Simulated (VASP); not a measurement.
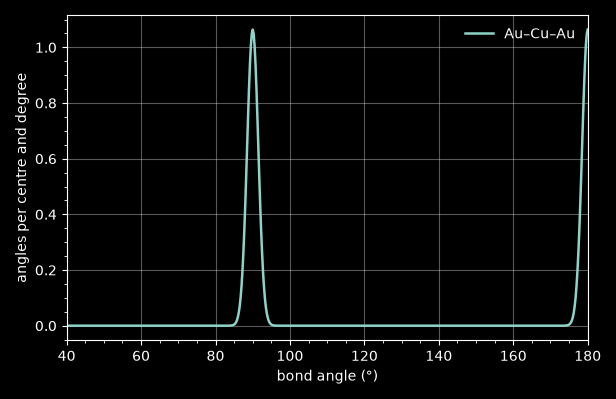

Bond-angle distributions computed from the structure of Cu3Au; each angle is a Gaussian of σ = 1.5°. Bonds counted: Au–Cu up to 3.00 Å. Basis of the simulation: coordinates from a relaxation with VASP, VASP Kohn-Sham DFT of a periodic cell, PBE, VASP PAW PBE potentials, minimal.

### Where do the angles cluster?

Au–Cu–Au: 90° (4 per centre); 180° (2 per centre)

The structure has space group Pm-3m (No. 221); other forms of this composition would give other results.
